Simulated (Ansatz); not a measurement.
# Density-of-states calculation, with input and output: Ni12Si5 (part 1 of 2)

The run: density-of-states calculation of Ni12Si5 (17 atoms in the cell). Method and program: DFT r2SCAN, scalar-relativistic, plane waves, PAW, no spin polarisation (Ansatz 0.2.0).

The structure was built on a prototype by a generator; it need not be a known phase. It belongs to a series of runs on one base structure; here: 1 of 6 Si atoms taken out at random, relaxed in part.

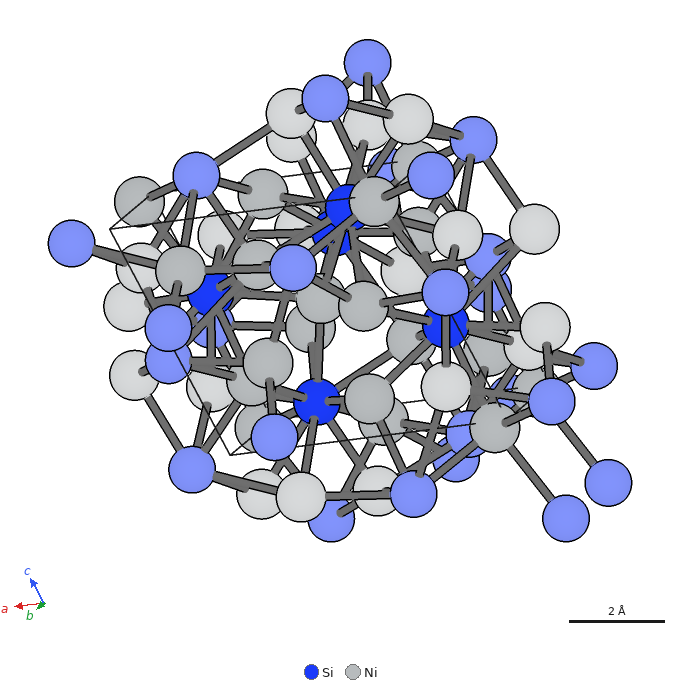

**Figure 1.** The structure as given in the input (ball-and-stick view of the reduced cell, seen at an oblique angle; neighbours outside the cell are drawn fainter). An atom can appear more than once, as a periodic image.

Results in brief

| quantity | value |
| --- | --- |
| outcome | converged |
| space group (tolerance 0.01 Å) | R32 (155) |
| electrons treated | 236 |
| free energy | −73346.6336 eV |
| Fermi energy | 17.354 eV |
| gap on the k-point mesh | none (metallic) |
| pressure | −0.04 GPa |
| largest force (length of the vector) | 0.072 eV/Å |
| hardware | 4 threads of Intel Xeon @ 2.50GHz (Skylake/Cascade Lake), 192 GiB of memory available, shared host |
| wall time | 91 s (CPU time 5.7 min) |
| peak memory | 1.8 GiB |

Notes

The run has no spin polarisation, so a magnetic state may lie lower.

The input
```yaml
crystal:
  lattice:
    - [1.895107, -3.2825, 4.87506]
    - [1.895079, 3.282491, 4.875065]
    - [-3.790336, 2.0e-05, 4.875122]
  atoms:
    - { symbol: Si, position: [0.9352557595, 0.5632363437, 0.2499035419] }
    - { symbol: Si, position: [0.2295541456, 0.916050832, 0.6027874121] }
    - { symbol: Si, position: [0.5823561653, 0.2689465505, 0.897096587] }
    - { symbol: Si, position: [0.4244010439, 0.7580901149, 0.091955806] }
    - { symbol: Si, position: [0.7405069506, 0.0741779576, 0.4080385051] }
    - { symbol: Ni, position: [0.0257917286, 0.9379499718, 0.0301890705] }
    - { symbol: Ni, position: [0.3626550845, 0.3594606795, 0.2718100434] }
    - { symbol: Ni, position: [0.6042579157, 0.6963423931, 0.6933368863] }
    - { symbol: Ni, position: [0.5604776256, 0.4728895246, 0.469628506] }
    - { symbol: Ni, position: [0.8020756226, 0.8941722525, 0.8067566191] }
    - { symbol: Ni, position: [0.1392253844, 0.1357627433, 0.2280083394] }
    - { symbol: Ni, position: [0.7967251609, 0.4159976406, 0.0357020826] }
    - { symbol: Ni, position: [0.0823087448, 0.701817422, 0.4642776735] }
    - { symbol: Ni, position: [0.3681437444, 0.1304108722, 0.7498451814] }
    - { symbol: Ni, position: [0.1977694386, 0.5314603741, 0.865308625] }
    - { symbol: Ni, position: [0.5824779324, 0.9161654201, 0.250015134] }
    - { symbol: Ni, position: [0.9669873005, 0.3006827955, 0.6345421191] }
basis:
  ecutwfc: 500
kpoints:
  mp_grid: { grid: [4, 4, 4] }
hamiltonian:
  xc: r2scan
scf:
  occupations: { method: gaussian, width: 0.1 }
  n_extra_bands: 8
output:
  forces: true
  stress: true
  eigenvalues: true
  populations: true
  dos:
    method: { smearing: { sigma: 0.1, scheme: gaussian } }
    projected: true
    de: 0.02
```

Run as:
```bash
ansatz run input.yaml --threads 4 --pin off --max-ram 9216MiB --backend cpu --events-out ev --progress --plain --runs-dir out
```

Output
```
scf.n_extra_bands = 8 over 118 filled bands (N_el = 236.0): the run solves 126 bands
Engine: ansatz 0.2.0, x86_64-unknown-linux-gnu
Pseudopotentials: kind: paw
Pseudopotential: Si, paw, valence charge 4, recommended cutoff 500 eV (meta_gga), Si.paw.azcp
Pseudopotential: Ni, paw, valence charge 18, recommended cutoff 500 eV (meta_gga), Ni.paw.azcp
Functional definition: r2SCAN
  parameter k0 = 0.174
  parameter k1 = 0.065
  parameter a1 = 4.9479
  exchange = r2scan_x(k0 = k0, k1 = k1, a1 = a1)
  correlation = r2scan_c
Crystal: 17 atoms, lattice volume = 181.961 Å³
Basis set: ecut = 500 eV, 4631 PW (Γ), exchange–correlation on 192×192×192 points (64 copies of the dense FFT grid, shifted against one another)
Bands: 126, of which v1, the nominal top of the filled ones, is band 118 counted from 1 (117 counted from 0)
Symmetry: 1 space group operations
Space group: P1 (ITA 1), of the structure as read, at distance tolerance 5.7e-5 Å
k-points: 36 of 64 (time reversal used)
Non-local potential: Si, projectors of the file, l = 0: 2, l = 1: 2, l = 2: 2
Non-local potential: Ni, projectors of the file, l = 0: 3, l = 1: 2, l = 2: 3, l = 3: 1
PAW form: soft (Blöchl's): semilocal exchange-correlation on the pseudo side does not see the compensation charge
PAW frozen core: Si, regenerated for the run's functional (the file was generated under x = pbe(κ = 0.804, μ = 0.2195149727645171), c = pbe(β = 0.06672455060314922))
PAW frozen core: Ni, regenerated for the run's functional (the file was generated under x = pbe(κ = 0.804, μ = 0.2195149727645171), c = pbe(β = 0.06672455060314922))
PAW one-centre angular grid: Si, 302 points (default); XC on 160 Gauss nodes
PAW one-centre angular grid: Ni, 590 points (default); XC on 160 Gauss nodes
Initial density: superposition of atomic densities (neutral atoms: chi_scale 0, normalization atom), corrected by the library's trained network
Initial wavefunctions: pseudopotential atomic-orbital guess
Functional: x = r2scan, c = r2scan; τ floored in thin density (d = 2e-4 eV/Å³)
SCF iter   1: F=—  HF=-73346.011107 eV  |F-HF|=—  |Δ(HF+E_count)|=         —  Δρ=2.78e-2  dr2=1.14e0  dr2_τ=5.92e-1  ethr=1.77e-3  ⟨swp⟩=5.4  Hψ=17867  notcnv=0
preconditioner: auto → Kerker (q_TF=auto, 2.849 Å⁻¹)  [metal: Δε(μ)=0.015 eV  Ē_g=4.693 eV  σ=0.100 eV  W_gap=0.08  n_scr=64 (ndim 8)  ℏωp=32.6 eV  f_vac=0.000  D(μ)=10.31/eV (n_scr^D=94)]
SCF iter   2: F=—  HF=-73346.686406 eV  |F-HF|=—  |Δ(HF+E_count)|=   6.75e-1  Δρ=1.22e-2  dr2=1.39e-1  dr2_τ=7.60e-3  ethr=4.81e-4  ⟨swp⟩=3.0  Hψ=9439  notcnv=0  defer=46
SCF iter   3: F=—  HF=-73346.664100 eV  |F-HF|=—  |Δ(HF+E_count)|=   2.23e-2  Δρ=1.42e-2  dr2=3.14e-1  dr2_τ=8.19e-4  ethr=5.90e-5  ⟨swp⟩=2.4  Hψ=8973  notcnv=0  defer=46
SCF iter   4: F=—  HF=-73346.644725 eV  |F-HF|=—  |Δ(HF+E_count)|=   1.94e-2  Δρ=9.18e-3  dr2=1.22e-1  dr2_τ=3.91e-4  ethr=5.90e-5  ⟨swp⟩=2.0  Hψ=8549  notcnv=0  defer=46
SCF iter   5: F=—  HF=-73346.632381 eV  |F-HF|=—  |Δ(HF+E_count)|=   1.23e-2  Δρ=3.01e-3  dr2=1.11e-2  dr2_τ=8.57e-5  ethr=5.15e-5  ⟨swp⟩=2.0  Hψ=6668  notcnv=0  defer=46
SCF iter   6: F=—  HF=-73346.632832 eV  |F-HF|=—  |Δ(HF+E_count)|=   4.50e-4  Δρ=2.38e-3  dr2=5.47e-3  dr2_τ=2.88e-5  ethr=4.72e-6  ⟨swp⟩=1.8  Hψ=6242  notcnv=0  defer=46
SCF iter   7: F=—  HF=-73346.634228 eV  |F-HF|=—  |Δ(HF+E_count)|=   1.40e-3  Δρ=1.72e-3  dr2=4.51e-3  dr2_τ=1.58e-5  ethr=2.32e-6  ⟨swp⟩=2.0  Hψ=6954  notcnv=0  defer=46
SCF iter   8: F=—  HF=-73346.634059 eV  |F-HF|=—  |Δ(HF+E_count)|=   1.69e-4  Δρ=1.76e-3  dr2=4.18e-3  dr2_τ=1.43e-5  ethr=1.91e-6  ⟨swp⟩=1.8  Hψ=6157  notcnv=0  defer=46
SCF iter   9: F=—  HF=-73346.633714 eV  |F-HF|=—  |Δ(HF+E_count)|=   3.45e-4  Δρ=3.23e-4  dr2=1.35e-4  dr2_τ=1.41e-6  ethr=1.77e-6  ⟨swp⟩=2.1  Hψ=5956  notcnv=0  defer=46
SCF iter  10: F=—  HF=-73346.633768 eV  |F-HF|=—  |Δ(HF+E_count)|=   5.31e-5  Δρ=7.97e-5  dr2=1.10e-5  dr2_τ=1.68e-7  ethr=5.71e-8  ⟨swp⟩=2.0  Hψ=8942  notcnv=0  defer=46
SCF iter  11: F=—  HF=-73346.633609 eV  |F-HF|=—  |Δ(HF+E_count)|=   1.59e-4  Δρ=2.74e-4  dr2=1.14e-4  dr2_τ=3.69e-7  ethr=4.67e-9  ⟨swp⟩=2.0  Hψ=8480  notcnv=0  defer=46
SCF iter  12: F=—  HF=-73346.633604 eV  |F-HF|=—  |Δ(HF+E_count)|=   5.34e-6  Δρ=6.96e-5  dr2=7.64e-6  dr2_τ=2.50e-8  ethr=4.67e-9  ⟨swp⟩=2.0  Hψ=7501  notcnv=0  defer=46
SCF iter  13: F=—  HF=-73346.633607 eV  |F-HF|=—  |Δ(HF+E_count)|=   3.83e-6  Δρ=1.96e-4  dr2=5.45e-5  dr2_τ=1.80e-7  ethr=3.24e-9  ⟨swp⟩=2.0  Hψ=7030  notcnv=0  defer=46  recentre
SCF iter  14: F=—  HF=-73346.633604 eV  |F-HF|=—  |Δ(HF+E_count)|=   3.32e-6  Δρ=3.60e-5  dr2=1.70e-6  dr2_τ=7.56e-9  ethr=3.24e-9  ⟨swp⟩=2.0  Hψ=8323  notcnv=0  defer=46
SCF iter  15: F=—  HF=-73346.633604 eV  |F-HF|=—  |Δ(HF+E_count)|=   7.53e-8  Δρ=1.16e-5  dr2=1.96e-7  dr2_τ=2.06e-9  ethr=7.22e-10  ⟨swp⟩=2.0  Hψ=6258  notcnv=0  defer=46
SCF iter  16: F=-73346.633604 eV  HF=-73346.633604 eV  |F-HF|=2.71e-9  |Δ(HF+E_count)|=   4.45e-8  Δρ=7.53e-6  dr2=7.17e-8  dr2_τ=9.04e-10  ethr=4.24e-11  ⟨swp⟩=10.1  Hψ=21874  notcnv=0
SCF 1 converged in 16 iterations: F = -73346.633604 eV  dr2 = 7.17e-8
  greatest PAW one-centre occupation: 1.001 electrons in one spin orbital (limit 2), on the Ni atom at site 5 (counted from 0), in its partial waves of l = 1
```

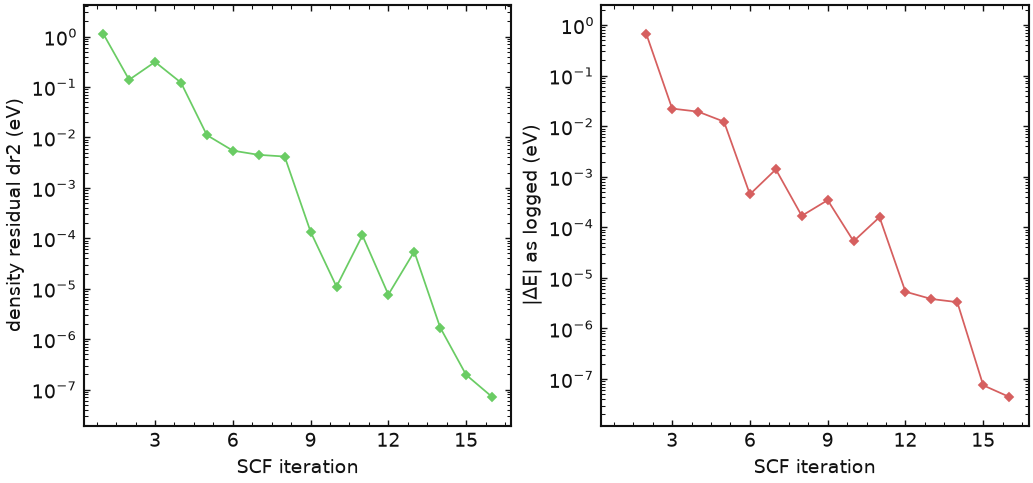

**Figure 2.** Convergence of the self-consistent field: density residual dr2 and size of the energy change against the SCF iteration. The residual falls unevenly and jumps up by a factor of two or more 3 times on the way down.

```
SCF converged after 16 iterations
Free energy (F): -73346.633604 eV
Harris-Foulkes:  -73346.633604 eV  (|F-HF|=2.71e-9)
Internal energy: -73346.580341 eV  (E = F + TS)
E sigma→0 (E₀):  -73346.606972 eV
Entropy (-TS):   -0.053263 eV (-3.133 meV/atom)
Fermi energy:    17.353947 eV
--- Per-component energies (eV) ---
  E_band       = -3671.647997
  E_kinetic    = 3642.244914
  E_local      = -46876.860739  (includes V_loc(G=0)·N_el)
  E_nonlocal   = 7822.654261
  E_hartree    = 20046.259796
  E_xc         = -1220.439411
  E_vxc        = -1682.135420  (∫ρ·V_xc dr)
  E_paw        = -22352.731090  (= ΣΔE_a)
  E_vpaw       = -6787.542449  (= ΣTr[D̂ρ^β])
  E_aug_tail   = 0.002779  (compensation charges beyond the density's cutoff)
  E_vtau       = 117.459603  (kinetic-family band-sum trace: ∫τ·v_τ [+ j·A + Jᵃ·Aᵃ] dr)
  E_ewald      = -34403.727863
  E_core_change = -3.982988  (= ΣΔE_core)
  E_smearing   = -0.053263  (= −TS)
  E_closure    = -0.000000  (closes the sum)
  Σ components = -73346.633604   (vs F -73346.633604, Δ=0.00e0)
--- Forces (eV/Å), atoms counted from 1 ---
  atom   1  Si    -0.00020156     0.00452196     0.00043323
  atom   2  Si     0.00389024    -0.00186328     0.00053271
  atom   3  Si    -0.00391446    -0.00249620     0.00027118
  atom   4  Si     0.00014988    -0.00013050    -0.01863740
  atom   5  Si    -0.00015987    -0.00002160     0.01778352
  atom   6  Ni    -0.04412763    -0.03519550     0.01923750
  atom   7  Ni     0.05229209    -0.01988749     0.01949166
  atom   8  Ni    -0.00862387     0.05527114     0.01895256
  atom   9  Ni     0.04341245    -0.03512273    -0.01871500
  atom  10  Ni     0.00924162     0.05474779    -0.01932030
  atom  11  Ni    -0.05242615    -0.01964948    -0.01926619
  atom  12  Ni     0.06281589    -0.03517800    -0.00031421
  atom  13  Ni    -0.06131943    -0.03603742     0.00032186
  atom  14  Ni    -0.00069784     0.07172420     0.00041992
  atom  15  Ni    -0.00020520    -0.00000273    -0.03920858
  atom  16  Ni    -0.00023729    -0.00051721    -0.00153834
  atom  17  Ni     0.00010610    -0.00017630     0.03955081
  max |Σ_I F_I| component: 1.33e-5 eV/Å
--- Stress (GPa, compression-positive) ---
        0.092328       0.000135       0.001422
        0.000135       0.092238      -0.000368
        0.001422      -0.000368      -0.308576
  P = ⅓ Tr σ = -0.0413 GPa (-0.413 kbar)
--- Band table (eV; the first three rows and the last of 36) ---
```
